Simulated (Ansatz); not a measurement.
# Geometry relaxation, with input and output: PbS

The run: geometry relaxation of PbS (4 atoms in the cell). Method and program: DFT, PBE, dispersion d4, plane waves, PAW, no spin polarisation (Ansatz 0.2.0).

The structure derives from an entry of the Crystallography Open Database.

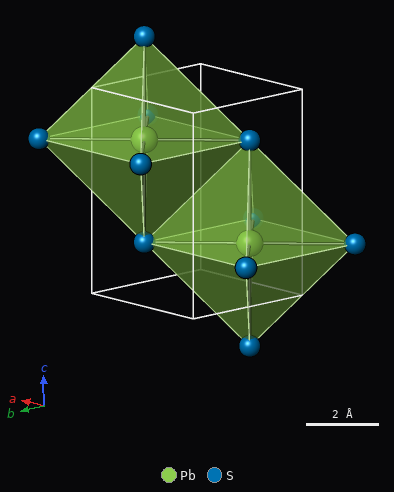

**Figure 1.** The starting structure (polyhedral view of the cell of the calculation, seen at an oblique angle; polyhedra are completed across the faces of the cell).

## The input
```yaml
crystal:
  lattice:
    - [2.9590534504, -2.9645926993, 0.1814803351]
    - [2.9590534504, 2.9645926993, 0.1814803351]
    - [-0.3641964991, 0.0, 5.9387847248]
  atoms:
    - { symbol: Pb, position: [0.7500168829, 0.7500168829, 0.74992997] }
    - { symbol: Pb, position: [0.2499831171, 0.2499831171, 0.25007003] }
    - { symbol: S, position: [0.2500274686, 0.2500274686, 0.7497205563] }
    - { symbol: S, position: [0.7499725314, 0.7499725314, 0.2502794437] }
basis:
  ecutwfc: "400 eV"
kpoints:
  mp_grid: { grid: [8, 8, 6] }
hamiltonian:
  xc: pbe
  dispersion: d4
scf:
  occupations: { method: gaussian, width: 0.02 }
output:
  forces: true
  eigenvalues: true
  stress: true
relax:
  adjacent_minimum: "off"
  f_tol: 0.005
  max_steps: 80
  cell: { stress_tol: 0.05 }
accuracy: medium
```

Run on 2 threads of AMD EPYC (Zen 3), 64 GiB of memory available, shared host.

Launch command:
```bash
ansatz run input.yaml --threads 2 --pin off --max-ram 4096MiB --backend cpu --events-out ev --progress --plain --runs-dir out
```

## The program's output
```
Warning: basis.ecutwfc = 400 eV is below the records' recommended 420 eV, and the density's cutoff is lower with it unless basis.ecutrho_ratio is high enough to keep the records' density cutoff: compare with a run at a higher cutoff
Engine: ansatz 0.2.0, x86_64-unknown-linux-gnu
Pseudopotentials: kind: paw
Pseudopotential: Pb, paw, valence charge 14, recommended cutoff 420 eV (normal), Pb.paw.azcp
Pseudopotential: S, paw, valence charge 6, recommended cutoff 420 eV (normal), S.paw.azcp
Functional definition: PBE
  parameter kappa = 0.804
  parameter beta = 0.06672455060314922
  exchange = pbe_x(kappa = kappa, mu = beta*pi^2/3)
  correlation = pbe_c(beta = beta)
Crystal: 4 atoms, lattice volume = 104.587 Å³
Basis set: ecut = 400 eV, 1891 PW (Γ), exchange–correlation on 60×60×80 points (8 copies of the dense FFT grid, shifted against one another)
Bands: 24, of which v1, the nominal top of the filled ones, is band 20 counted from 1 (19 counted from 0)
Symmetry: 4 space group operations
Space group: C2/m (ITA 12), of the structure as read, at distance tolerance 4.7e-5 Å
k-points: 114 of 384
Non-local potential: Pb, projectors of the file, l = 0: 2, l = 1: 2, l = 2: 2, l = 3: 2
Non-local potential: S, projectors of the file, l = 0: 2, l = 1: 2, l = 2: 2
PAW form: soft (Blöchl's): semilocal exchange-correlation on the pseudo side does not see the compensation charge
PAW one-centre angular grid: Pb, 590 points (default); XC on 64 Gauss nodes
PAW one-centre angular grid: S, 110 points (default); XC on 64 Gauss nodes
Initial density: superposition of atomic densities (neutral atoms: chi_scale 0, normalization atom), corrected by the library's trained network
Initial wavefunctions: pseudopotential atomic-orbital guess
Functional: x = pbe(κ = 0.804, μ = 0.2195149727645171), c = pbe(β = 0.06672455060314922)
SCF iter   1: F=—  HF=-25620.630298 eV  |F-HF|=—  |Δ(HF+E_count)|=         —  Δρ=8.04e-4  dr2=9.81e-4  ethr=1.77e-3  ⟨swp⟩=6.8  Hψ=13380  notcnv=0
preconditioner: auto → Resta (q_TF=auto, 2.324 Å⁻¹)  ε∞=3.6  [insulator: Δε(μ)=0.372 eV  Ē_g=14.125 eV  σ=0.020 eV  W_gap=1.00  n_scr=20 (ndim 8)  ℏωp=23.0 eV  f_vac=0.000  D(μ)=0.00/eV (n_scr^D=0)  ε∞_Penn≈3.6]
SCF iter   2: F=—  HF=-25620.627708 eV  |F-HF|=—  |Δ(HF+E_count)|=   2.59e-3  Δρ=4.34e-4  dr2=1.83e-4  ethr=2.45e-6  ⟨swp⟩=2.2  Hψ=6132  notcnv=0
SCF iter   3: F=—  HF=-25620.627790 eV  |F-HF|=—  |Δ(HF+E_count)|=   8.26e-5  Δρ=1.52e-4  dr2=1.78e-5  ethr=4.57e-7  ⟨swp⟩=2.0  Hψ=3658  notcnv=0
SCF iter   4: F=—  HF=-25620.627690 eV  |F-HF|=—  |Δ(HF+E_count)|=   1.00e-4  Δρ=5.04e-5  dr2=3.21e-6  ethr=4.44e-8  ⟨swp⟩=2.4  Hψ=3756  notcnv=0
SCF iter   5: F=—  HF=-25620.627693 eV  |F-HF|=—  |Δ(HF+E_count)|=   2.71e-6  Δρ=1.49e-5  dr2=2.20e-7  ethr=8.02e-9  ⟨swp⟩=2.0  Hψ=3832  notcnv=0
SCF iter   6: F=-25620.627693 eV  HF=-25620.627693 eV  |F-HF|=5.47e-9  |Δ(HF+E_count)|=   2.96e-7  Δρ=2.00e-6  dr2=3.73e-9  ethr=2.50e-10  ⟨swp⟩=5.6  Hψ=12307  notcnv=0
SCF 1 converged in 6 iterations: F = -25620.627693 eV  dr2 = 3.73e-9
  greatest PAW one-centre occupation: 0.982 electrons in one spin orbital (limit 2), on the Pb atom at site 1 (counted from 0), in its partial waves of l = 2
relax step   1: F+E_penalty+E_count = -25620.62769293 eV  Δ(F+E_penalty+E_count) = +0.000e0 eV  max|allowed force component| = 1.950e-3 eV/Å  Δτ_max = 0.0000 Å  P = +0.016 GPa  Ω = 104.587 Å³  (6 SCF iters, dr2 threshold 1.00e-7 eV, accepted)
Crystal: 4 atoms, lattice volume = 104.631 Å³
Initial density: handed on by an earlier stage of this run
Initial wavefunctions: those handed on with the density
iter 1 solved again at ethr=2.86e-8 eV; its pass at ethr=3.10e-3 eV (dr2=1.14e-5 eV) is discarded
SCF iter   1: F=—  HF=-25620.628089 eV  |F-HF|=—  |Δ(HF+E_count)|=         —  Δρ=1.52e-4  dr2=3.22e-5  ethr=2.86e-8  ⟨swp⟩=3.0  Hψ=18762  notcnv=0
eigensolver tolerance schedule calibrated: the retry pair's looser diagonalisation under-reported the residual by θ = 0.64 (0.13/decade); ethr = c·dr2/N_el runs at the constant in force after the calibration composes with the one it found (an armed cap, an earlier calibration), c = 6.1e-2
preconditioner: auto → Resta (q_TF=auto, 2.324 Å⁻¹)  ε∞=3.6  [insulator: Δε(μ)=0.367 eV  Ē_g=14.124 eV  σ=0.020 eV  W_gap=1.00  n_scr=20 (ndim 8)  ℏωp=23.0 eV  f_vac=0.000  D(μ)=0.00/eV (n_scr^D=0)  ε∞_Penn≈3.6]
SCF iter   2: F=—  HF=-25620.627967 eV  |F-HF|=—  |Δ(HF+E_count)|=   1.22e-4  Δρ=8.71e-5  dr2=1.10e-5  ethr=2.86e-8  ⟨swp⟩=2.4  Hψ=3751  notcnv=0
SCF iter   3: F=-25620.627963 eV  HF=-25620.627963 eV  |F-HF|=8.77e-9  |Δ(HF+E_count)|=   4.41e-6  Δρ=8.14e-6  dr2=5.69e-8  ethr=2.63e-10  ⟨swp⟩=4.2  Hψ=13333  notcnv=0
SCF 2 converged in 3 iterations: F = -25620.627963 eV  dr2 = 5.69e-8
relax step   2: F+E_penalty+E_count = -25620.62796280 eV  Δ(F+E_penalty+E_count) = -2.699e-4 eV  max|allowed force component| = 1.696e-3 eV/Å  Δτ_max = 0.0009 Å  P = -0.010 GPa  Ω = 104.631 Å³  energy of the carried Pulay correction = -4.324e-6 eV  (3 SCF iters, dr2 threshold 1.73e-7 eV, accepted)
Crystal: 4 atoms, lattice volume = 104.611 Å³
iter 1 solved again at ethr=1.65e-9 eV; its pass at ethr=3.10e-3 eV (dr2=6.61e-7 eV) is discarded
SCF iter   1: F=—  HF=-25620.628104 eV  |F-HF|=—  |Δ(HF+E_count)|=         —  Δρ=3.56e-5  dr2=1.42e-6  ethr=1.65e-9  ⟨swp⟩=3.0  Hψ=18420  notcnv=0
preconditioner: auto → Resta (q_TF=auto, 2.324 Å⁻¹)  ε∞=3.6  [insulator: Δε(μ)=0.366 eV  Ē_g=14.125 eV  σ=0.020 eV  W_gap=1.00  n_scr=20 (ndim 8)  ℏωp=23.0 eV  f_vac=0.000  D(μ)=0.00/eV (n_scr^D=0)  ε∞_Penn≈3.6]
SCF iter   2: F=—  HF=-25620.627991 eV  |F-HF|=—  |Δ(HF+E_count)|=   1.14e-4  Δρ=2.01e-5  dr2=4.76e-7  ethr=1.65e-9  ⟨swp⟩=2.5  Hψ=3967  notcnv=0
SCF iter   3: F=-25620.627990 eV  HF=-25620.627990 eV  |F-HF|=5.33e-9  |Δ(HF+E_count)|=   1.73e-7  Δρ=2.59e-6  dr2=8.66e-9  ethr=3.12e-11  ⟨swp⟩=3.6  Hψ=11954  notcnv=0
SCF 3 converged in 3 iterations: F = -25620.627990 eV  dr2 = 8.66e-9
relax step   3: F+E_penalty+E_count = -25620.62799046 eV  Δ(F+E_penalty+E_count) = -2.767e-5 eV  max|allowed force component| = 1.169e-3 eV/Å  Δτ_max = 0.0004 Å  P = +0.001 GPa  Ω = 104.611 Å³  energy of the carried Pulay correction = -2.384e-6 eV  (3 SCF iters, dr2 threshold 1.25e-8 eV, accepted)
Initial wavefunctions: pseudopotential atomic-orbital guess (no wavefunctions were taken with the density)
iter 1 solved again at ethr=1.80e-7 eV; its pass at ethr=3.10e-3 eV (dr2=7.19e-5 eV) is discarded
SCF iter   1: F=—  HF=-25620.628105 eV  |F-HF|=—  |Δ(HF+E_count)|=         —  Δρ=3.90e-6  dr2=1.72e-8  ethr=1.80e-7  ⟨swp⟩=3.3  Hψ=21543  notcnv=0
eigensolver tolerance schedule: the retry pair's looser diagonalisation over-reported the residual by 4177.81 of it (diagonalisation noise at 0.32 of the residual, at the tolerance the schedule requests for it); recorded, not acted on — ethr = c·dr2/N_el stays at c = 1.0e-1
SCF iter   2: F=—  HF=-25620.627994 eV  |F-HF|=—  |Δ(HF+E_count)|=   1.11e-4  Δρ=1.36e-6  dr2=1.24e-9  ethr=4.30e-11  ⟨swp⟩=2.8  Hψ=5841  notcnv=0
SCF iter   3: F=—  HF=-25620.627994 eV  |F-HF|=—  |Δ(HF+E_count)|=  4.44e-10  Δρ=7.91e-7  dr2=3.96e-10  ethr=3.10e-12  ⟨swp⟩=2.2  Hψ=3414  notcnv=0
SCF iter   4: F=-25620.627994 eV  HF=-25620.627994 eV  |F-HF|=3.64e-12  |Δ(HF+E_count)|=  3.35e-10  Δρ=1.11e-7  dr2=1.59e-11  ethr=1.00e-12  ⟨swp⟩=3.5  Hψ=12199  notcnv=0
SCF 4 converged in 4 iterations: F = -25620.627994 eV  dr2 = 1.59e-11
relax step   4: F+E_penalty+E_count = -25620.62799432 eV  Δ(F+E_penalty+E_count) = -3.853e-6 eV  max|allowed force component| = 1.173e-3 eV/Å  Δτ_max = 0.0000 Å  P = +0.001 GPa  Ω = 104.611 Å³  stress off target by 9.54e-4 GPa  SCF on the basis re-selected at this cell (its energy is not comparable with the rows above)  (4 SCF iters)
```

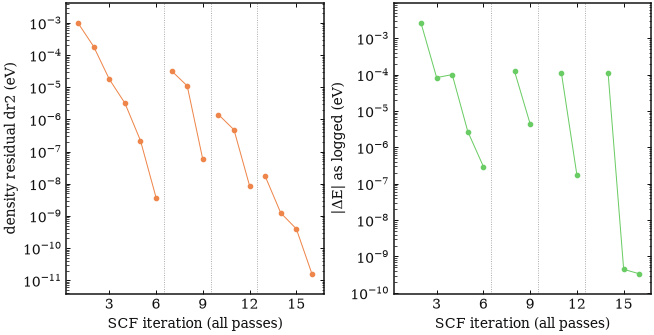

**Figure 2.** Convergence of the self-consistent field: density residual dr2 and size of the energy change against the SCF iteration. The dotted lines part the SCF passes of the relaxation: geometry steps, rejected trials and re-solves on a re-selected basis. The passes take 6, 3, 3 and 4 iterations.

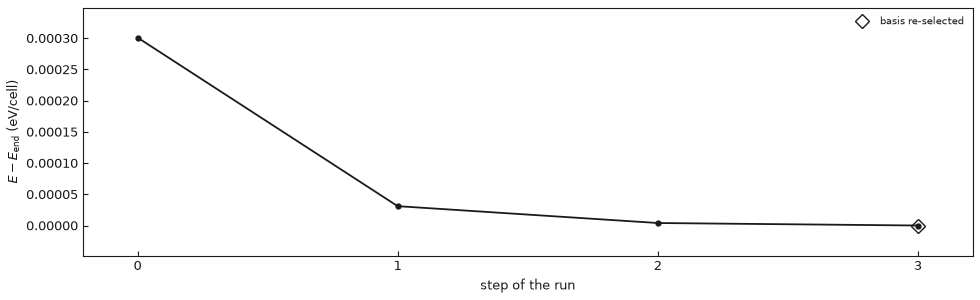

**Figure 3.** Progress of the relaxation, step by step (the first geometry is step 0 here and step 1 in the log). The energy falls by 0.3 meV per cell of the calculation in 2 geometry steps. Largest force component: 0.0019 eV/Å at the start, 0.0012 eV/Å at the end. The pressure goes from 0.02 to 0.00 GPa. The atoms keep their places relative to the cell (all moves are under 0.005 Å). Among the contacts that change: Pb1–S4 2.977 → 2.970 Å. The space group (tolerance 0.01 Å) goes from I4/mmm (No. 139) to Fm-3m (No. 225). A last SCF at the same geometry on a re-selected plane-wave basis shifts the energy by next to nothing (0.0 meV per cell of the calculation). (Atoms are counted from 1 in the order of the input.)

```
basis re-selected at this cell: Δ(F+E_penalty+E_count) = -3.853e-6 eV, ΔP = +0.000 GPa vs the last step (what re-selecting the basis moved, of the pressure what is left beyond the Pulay correction that the steps carried, after the strain that the cell walked since its last selection, with what the two solves' SCF thresholds leave and, on support functions, any second-order correction that the steps lacked; it is no measure of the basis error at this ecutwfc). This SCF's stress stands 9.54e-4 GPa from its target on what of the cell is left free (relax.cell.stress_tol is 5.00e-2 GPa) and its largest allowed force component is 1.17e-3 eV/Å (relax.f_tol is 5.00e-3 eV/Å): within both
SCF converged after 4 iterations
Free energy (F): -25620.627994 eV
Harris-Foulkes:  -25620.627994 eV  (|F-HF|=3.64e-12)
Internal energy: -25620.627994 eV  (E = F + TS)
E sigma→0 (E₀):  -25620.627994 eV
Fermi energy:    8.596500 eV
--- Per-component energies (eV) ---
  E_band       = -111.679566
  E_kinetic    = 787.264907
  E_local      = -2446.689575  (includes V_loc(G=0)·N_el)
  E_nonlocal   = 757.150176
  E_hartree    = 951.205048
  E_xc         = -637.166847
  E_vxc        = -441.115805  (∫ρ·V_xc dr)
  E_paw        = -22006.757050  (= ΣΔE_a)
  E_vpaw       = -670.699445  (= ΣTr[D̂ρ^β])
  E_aug_tail   = 0.000135  (compensation charges beyond the density's cutoff)
  E_ewald      = -3024.123731
  E_disp       = -1.511057  (pairwise vdW)
  E_smearing   = -0.000000  (= −TS)
  E_closure    = 0.000000  (closes the sum)
  Σ components = -25620.627994   (vs F -25620.627994, Δ=0.00e0)
--- Forces (eV/Å), atoms counted from 1 ---
  atom   1  Pb    -0.00001676     0.00000000     0.00064630
  atom   2  Pb     0.00001676     0.00000000    -0.00064630
  atom   3  S     -0.00011370     0.00000000     0.00117327
  atom   4  S      0.00011370    -0.00000000    -0.00117327
  max |Σ_I F_I| component: 1.36e-20 eV/Å
--- Stress (GPa, compression-positive) ---
        0.000392       0.000000      -0.000037
        0.000000       0.000384       0.000000
       -0.000037       0.000000       0.000951
  P = ⅓ Tr σ = 0.0006 GPa (0.006 kbar)
--- Band table (eV; the first three rows and the last of 114) ---
  k-point 0: bands = ["-8.5528", "-8.4411", "-8.4161", "-8.4161", "-8.4159", "-8.4002", "-8.3999", "-8.3744", "-8.3558", "-8.3558", "-5.1645", "-3.5041", "1.2253", "2.3790", "3.2330", "4.9830", "4.9830", "6.2471", "6.2471", "6.2490", "12.2749", "13.6139", "13.6193", "13.6193"]
  k-point 1: bands = ["-8.5384", "-8.4394", "-8.4176", "-8.4122", "-8.4122", "-8.4053", "-8.3982", "-8.3761", "-8.3600", "-8.3600", "-5.0848", "-3.6561", "1.0796", "2.1195", "3.8359", "5.0609", "5.0609", "6.1562", "6.1562", "6.6612", "12.3698", "12.3725", "13.4038", "13.4038"]
  k-point 2: bands = ["-8.5016", "-8.4348", "-8.4236", "-8.4222", "-8.4016", "-8.4016", "-8.3935", "-8.3808", "-8.3715", "-8.3715", "-4.8485", "-4.0344", "1.0029", "1.6173", "5.1763", "5.2786", "5.2786", "5.9115", "5.9115", "7.3175", "10.7567", "12.1537", "12.6652", "13.2287"]
  k-point 113: bands = ["-8.5089", "-8.5089", "-8.3998", "-8.3998", "-8.3997", "-8.3997", "-8.3987", "-8.3987", "-8.3555", "-8.3555", "-3.4637", "-3.4637", "0.4840", "0.4840", "3.9991", "3.9991", "4.0024", "4.0024", "7.3878", "7.3878", "10.5995", "10.5995", "13.0677", "13.0677"]
--- Relaxed structure (3 steps of the walk, 3 accepted, 1 SCFs on fresh bases) ---
  F+E_penalty+E_count = -25620.62799432 eV   max|allowed force component| = 1.173e-3 eV/Å   (the final SCF, on the basis selected at the relaxed cell)
  cell:  # Å, volume = 104.6113 Å³
    - [2.9624902199514587, -2.968056230868889, 0.18168312937711412]
    - [2.9624902199514587, 2.968056230868889, 0.1816831293771141]
    - [-0.36345127305632, -2.7559413624973795e-18, 5.926373068306802]
  atoms:
    - { symbol: Pb, position: [0.7499990686295002, 0.7499990686295002, 0.7499511208968075] }
    - { symbol: Pb, position: [0.2500009313704997, 0.2500009313704997, 0.2500488791031927] }
    - { symbol: S, position: [0.2500059270267594, 0.2500059270267594, 0.7498423502919042] }
    - { symbol: S, position: [0.7499940729732405, 0.7499940729732405, 0.25015764970809584] }
```

## Trajectory as extended XYZ (Å, eV, eV/Å), 4 frames, from step=1 to step=4
```
4
Lattice="2.9591 -2.9646 0.1815 2.9591 2.9646 0.1815 -0.3642 0.0000 5.9388" Properties=species:S:1:pos:R:3:forces:R:3 step=1 energy=-25620.62769 pressure_GPa=0.02
Pb    4.1656    0.0000    4.7259   -0.0001   0.0000   0.0008
Pb    1.3884    0.0000    1.5758    0.0001   0.0000  -0.0008
S     1.2066    0.0000    4.5432   -0.0003   0.0000   0.0019
S     4.3473    0.0000    1.7586    0.0003   0.0000  -0.0019
4
Lattice="2.9636 -2.9692 0.1817 2.9636 2.9692 0.1817 -0.3632 0.0000 5.9231" Properties=species:S:1:pos:R:3:forces:R:3 step=2 energy=-25620.62796 pressure_GPa=-0.01
Pb    4.1729    0.0000    4.7143    0.0000   0.0000   0.0017
Pb    1.3910    0.0000    1.5723    0.0000   0.0000  -0.0017
S     1.2094    0.0000    4.5324   -0.0001   0.0000   0.0010
S     4.3546    0.0000    1.7542    0.0001   0.0000  -0.0010
4
Lattice="2.9625 -2.9681 0.1817 2.9625 2.9681 0.1817 -0.3635 0.0000 5.9264" Properties=species:S:1:pos:R:3:forces:R:3 step=3 energy=-25620.62799 pressure_GPa=0.00
Pb    4.1712    0.0000    4.7170    0.0000   0.0000   0.0006
Pb    1.3904    0.0000    1.5727    0.0000   0.0000  -0.0006
S     1.2087    0.0000    4.5347   -0.0001   0.0000   0.0012
S     4.3528    0.0000    1.7550    0.0001   0.0000  -0.0012
4
Lattice="2.9625 -2.9681 0.1817 2.9625 2.9681 0.1817 -0.3635 0.0000 5.9264" Properties=species:S:1:pos:R:3:forces:R:3 step=4 energy=-25620.62799 pressure_GPa=0.00
Pb    4.1712    0.0000    4.7170    0.0000   0.0000   0.0006
Pb    1.3904    0.0000    1.5727    0.0000   0.0000  -0.0006
S     1.2087    0.0000    4.5347   -0.0001   0.0000   0.0012
S     4.3528    0.0000    1.7550    0.0001   0.0000  -0.0012
```

## Results in brief

| quantity | value |
| --- | --- |
| outcome | converged |
| space group (tolerance 0.01 Å) | I4/mmm (139) → Fm-3m (225) |
| electrons treated | 40 |
| free energy | −25620.6280 eV |
| Fermi energy | 8.597 eV |
| gap on the k-point mesh | 0.37 eV |
| pressure | 0.00 GPa |
| final volume | 104.61 Å³ |
| largest force (length of the vector) at the end | 0.001 eV/Å |
| final cell | a = 4.197 Å, b = 4.197 Å, c = 5.938 Å, α = 90.00°, β = 90.00°, γ = 90.00° |
| wall time | 27 s (CPU time 53 s) |
| peak memory | 0.65 GiB |

Settings chosen away from the usual ones: basis.ecutwfc set to 400 eV (from 420); hamiltonian.dispersion set to d4 (from d3bj); accuracy set to medium. These settings are looser than, or depart from, a standard set-up, so the numbers are not reference values for this system. Notes on the run: the cutoff is below the recommended one. Spin–orbit coupling is left out, which matters for Pb.
